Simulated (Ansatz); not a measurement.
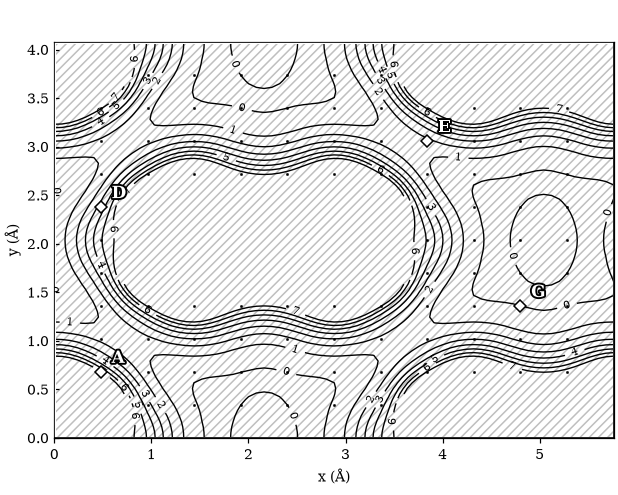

Ge (Fd-3m phase) with one N guest (9 atoms in the cell). A guest moved over a lattice plane through the rigid host; the plane is (0 1 1) of the conventional cell, half-way across the widest gap between atomic layers, origin above Ge5. Places are given modulo a cell vector. The map is drawn in real space over the plane of the scan. Nothing is relaxed (host rigid, guest held in the plane). The scan uses a 12 × 12 grid; 14 points were computed and 94 follow by symmetry. At 36 points there is no value (left out of the scan, as a rule where atoms come close). Energies are in eV per cell, from the lowest grid point. Level of theory: DFT PBE, scalar-relativistic, plane waves, PAW in Ansatz. Settings: cutoff 420 eV, k-mesh 6×6×6, gaussian smearing 0.15 eV, no spin polarisation.

Drawn: contour lines labelled in eV (none above 7), dots at the grid points, the outline of one cell of the plane, hatched blanks where no value was computed, lettered points. Between grid points the surface is interpolated.

**Is A the lowest point of the computed grid?**

No. A lies 7.1 eV above the lowest grid point, which is at (4/12, 1/12) of the cell vectors [nearest 1 Ge at 2.04 Å].

**Rank the lettered points by energy, lowest first.**

G (0.004 eV), E (1.8 eV), D (3.5 eV), A (7.1 eV).

PAW datasets: the set soft_1.
